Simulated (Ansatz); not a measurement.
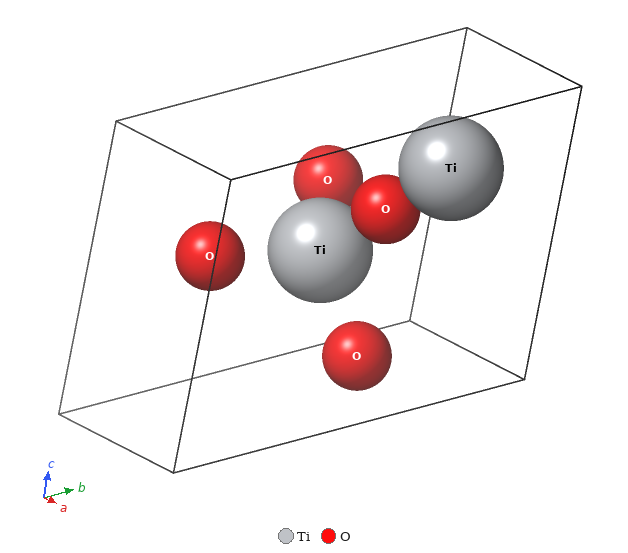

A spheres-only rendering, viewed slightly off an axis. The parallelepiped is the simulation cell.

The program read this input:
```yaml
crystal:
  lattice:
    - [0.0, 4.1972219452, 4.1972219452]
    - [4.1972219452, 0.0, 4.1972219452]
    - [4.1972219452, 4.1972219452, 0.0]
  atoms:
    - { symbol: Ti, position: [0.75, 0.75, 0.75] }
    - { symbol: Ti, position: [0.5, 0.5, 0.5] }
    - { symbol: O, position: [0.625, 0.625, 0.625] }
    - { symbol: O, position: [0.625, 0.625, 0.125] }
    - { symbol: O, position: [0.625, 0.125, 0.625] }
    - { symbol: O, position: [0.125, 0.625, 0.625] }
basis:
  ecutwfc: 420
kpoints:
  mp_grid: { grid: [6, 6, 6] }
  band_path:
    path:
      - [[0.0, 0.0, 0.0], [0.5, 0.0, 0.5], [0.625, 0.25, 0.625]]
      - [[0.375, 0.375, 0.75], [0.0, 0.0, 0.0], [0.5, 0.5, 0.5], [0.5, 0.25, 0.75], [0.5, 0.0, 0.5]]
    npoints: 14
hamiltonian:
  xc: pbe
scf:
  occupations: { method: gaussian, width: 0.02 }
  n_extra_bands: 15
output:
  forces: true
  stress: true
  eigenvalues: true
  populations: true
  dos: { projected: true, de: 0.02, nscf_kmesh: { grid: [9, 9, 9] } }
  bader: true
  write_density: true
  write_potential: true
  elf: true
  volumetric_format: npy
```
Run as:
```sh
ansatz run input.yaml --threads 1 --pin off --max-ram 2560MiB --backend cpu --events-out ev --progress --plain --runs-dir out
```

Electronic-structure method: DFT PBE, scalar-relativistic, plane waves, PAW in Ansatz. Parameters: wavefunction cutoff 420 eV, a 6×6×6 k-point grid, Gaussian smearing of 0.02 eV, no spin polarisation.

Give the Bader charge of each element.

Ti +2.22 e; O -1.11 e. The transfer is large, as in an ionic solid.

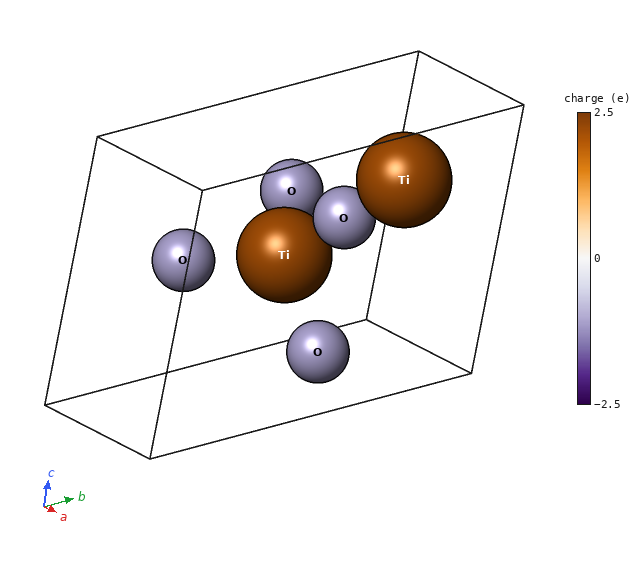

The atoms coloured by those charges.

The cell started as a structure type filled with these elements by a generator (whether the compound takes this form wasn't checked). Earlier steps of the study may have refined or changed the cell and positions. It went into a calculation with Ansatz.
